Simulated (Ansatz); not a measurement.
**PbSe2: density, localisation and related maps**

Input file:

```
crystal:
  lattice:
    - [-2.049710414, 2.049710414, 11.6928627727]
    - [2.049710414, -2.049710414, 11.6928627727]
    - [2.049710414, 2.049710414, -11.6928627727]
  atoms:
    - { symbol: Pb, position: [0.75, 0.25, 0.5] }
    - { symbol: Pb, position: [0.0, 0.0, 0.0] }
    - { symbol: Se, position: [0.5727006806, 0.0727006806, 0.5] }
    - { symbol: Se, position: [0.8227006806, 0.8227006806, 0.0] }
    - { symbol: Se, position: [0.1772993194, 0.1772993194, 0.0] }
    - { symbol: Se, position: [0.9272993194, 0.4272993194, 0.5] }
kpoints:
  mp_grid: { grid: [10, 10, 10] }
  band_path:
    path:
      - [0.0, 0.0, 0.0]
      - [0.0, 0.0, 0.5]
      - [0.25, 0.25, 0.25]
      - [0.0, 0.5, 0.0]
      - [0.5, 0.5, -0.5]
      - [0.2576821595, 0.7423178405, -0.2576821595]
      - [-0.2576821595, 0.2576821595, 0.2576821595]
      - [-0.0153643189, 0.0153643189, 0.5]
      - [0.5, 0.5, -0.0153643189]
    npoints: 1
hamiltonian:
  xc: r2scan
  dispersion: rvv10
scf:
  occupations: { method: fermi_dirac, width: 0.03 }
  n_extra_bands: 5
output:
  forces: true
  stress: true
  eigenvalues: true
  write_density: true
  write_potential: true
  elf: true
  volumetric_format: npy
```

Command:

```sh
ansatz run input.yaml --threads 2 --pin off --max-ram 2211MiB --backend cpu --events-out ev --progress --plain --runs-dir out
```

Below, planes, directions and counts refer to the conventional cell (a = 4.10 Å, b = 4.10 Å, c = 23.39 Å, α = 90.00°, β = 90.00°, γ = 90.00°).

Space group I4₁/amd; started from the anatase prototype, which need not be the ambient phase.

The calculation used DFT, r2SCAN+rVV10, plane waves, PAW (Ansatz).

Core electrons are frozen (PAW), and the valence fields are smoothed inside the atomic spheres.

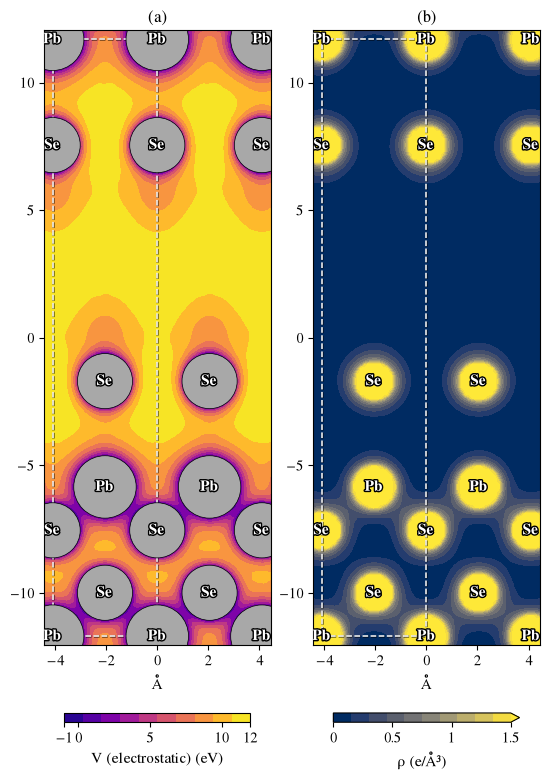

Figure 1. (a) electrostatic potential (local pseudopotential plus Hartree) felt by an electron; (b) valence electron density on the (010) plane of the conventional cell. Grey discs cover the atomic cores in the potential map.

> What does the map show?

- The section cuts through Pb and Se sites.
- Pb–Se (2.66 Å): the density is about 0.44 e/Å³ at the midpoint.
- The density dies away to nearly zero in the voids.
- Outside the cores the potential energy rises away from the atoms and is highest about 2.2 Å from the nearest atoms; its zero is arbitrary.

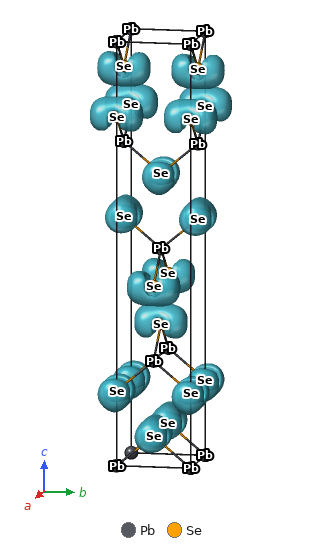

Figure 2. Isosurface of the ELF at 0.75 (cyan), seen slightly off an axis. Only the valence region is drawn (cores and ρ < 0.01 e/Å³ removed). Sticks mark near contacts.

> Describe the localisation domains.

At this value the surface marks out eight regions wrapped around Se (the valence shell of each), counted in one cell of 12 atoms. Any copies at cell faces, edges or corners count once. Along the contacts the grid gives the following. Pb–Se (2.66 Å): the ELF is about 0.50 at the midpoint.
